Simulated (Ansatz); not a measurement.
Consider AlNi (interface cell).

```
CELL_PARAMETERS angstrom
2.89308 0.00000 0.00000
0.00000 4.09144 0.00000
0.00000 0.00000 16.65392
ATOMIC_POSITIONS crystal
Al 0.00000 0.00000 0.00668
Al 0.00000 0.50000 0.12413
Ni 0.50000 0.50000 0.24682
Ni 0.50000 0.00000 0.12818
Al 0.00000 0.00000 0.25087
Al 0.00000 0.50000 0.36832
Al 0.50000 0.50000 0.50668
Ni 0.50000 0.00000 0.37324
Ni 0.00000 0.00000 0.50176
Ni 0.00000 0.50000 0.62818
Al 0.50000 0.50000 0.75087
Al 0.50000 0.00000 0.62413
Ni 0.00000 0.00000 0.74682
Ni 0.00000 0.50000 0.87324
Ni 0.50000 0.50000 0.00176
Al 0.50000 0.00000 0.86832
```

Computed without spin polarisation.

Level of theory: DFT PBE, scalar-relativistic, plane waves, PAW (Ansatz 0.2.0).

**What can the converged valence pseudo-density and electron localisation function tell about the bonding?**

Al–Ni (2.51 Å): the density is about 0.29 e/Å³ at the midpoint; the ELF is about 0.40 at the midpoint.
Ni–Ni (2.89 Å): ρ at the midpoint is about 0.2 e/Å³; the ELF is about 0.30 at the midpoint.

**Metal or insulator at this level of theory?**

It is gapless in this calculation (a metal or semimetal).

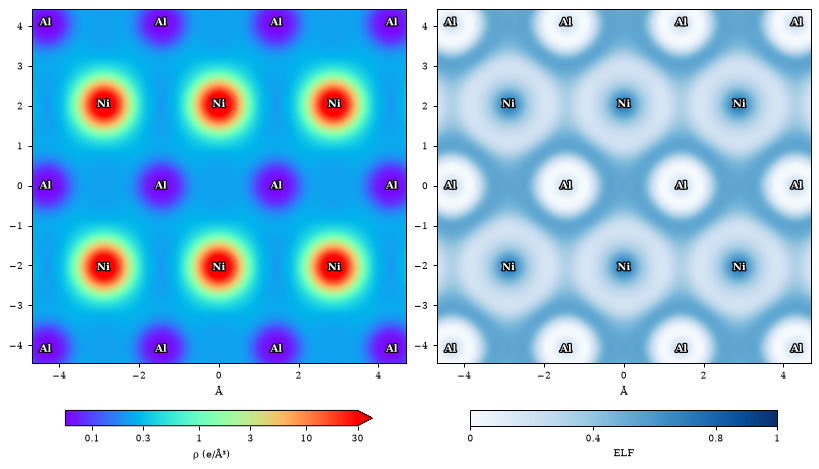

Computed valence pseudo-density and electron localisation function on the (001) plane of the calculation cell, in this order. 
